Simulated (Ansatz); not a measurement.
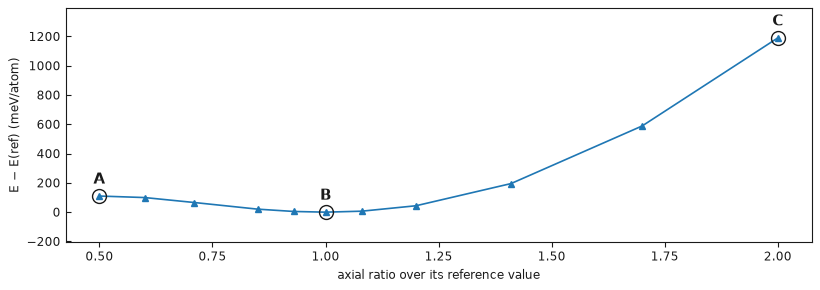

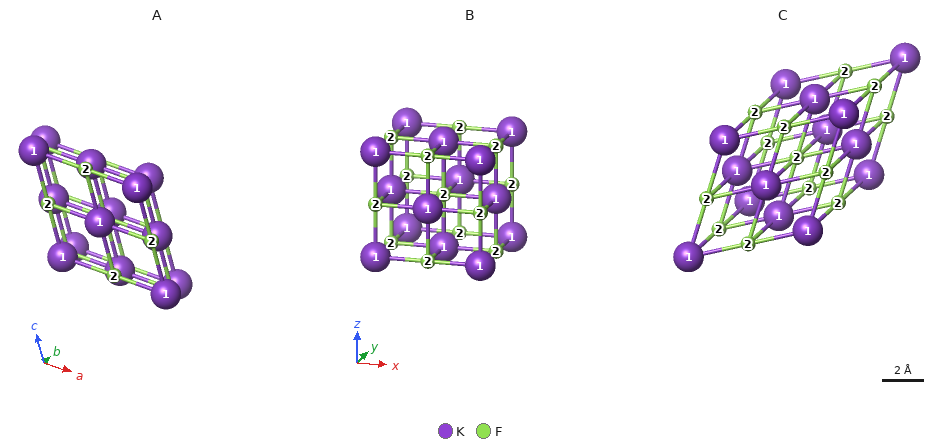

A crystal of KF (Fm-3m): the ratio of the cell's length along [111] to its lengths across, counted as 1 for the reference, is changed at fixed volume (a trigonal path), with the atoms kept at their fractional coordinates. x, y and z are the Cartesian axes of the input. The lettered frames are marked on the plot. A ball-and-stick model of the conventional cell (4 times the calculation's cell), seen slightly off an axis. Lengths and directions refer to the drawn axes.

Computed with DFT r2SCAN, scalar-relativistic, plane waves, PAW (Ansatz). Set-up: plane-wave cutoff 500 eV; k-point mesh 8 × 8 × 8; occupations gaussian; smearing width 0.05 eV; no spin polarisation. Energies (free energies at the smearing named) are counted from the cell as listed in its source, which wasn't relaxed.

**Read off the main features of the energy profile.**

Of the computed points the lowest is at the relative ratio 1.00, 0 meV/atom. At the ends of the scan the energy is 110 meV/atom (0.50) and 1190 meV/atom (2.00). The distortion takes the space group from Fm-3m to R-3m, except for Pm-3m at 0.50. At the relative ratio 2.00 the cell of the drawing goes a 5.347 → 6.002 Å, b 5.347 → 6.002 Å, c 5.347 → 6.002 Å, α 90.0° → 60.0°, β 90.0° → 60.0°, γ 90.0° → 60.0°.
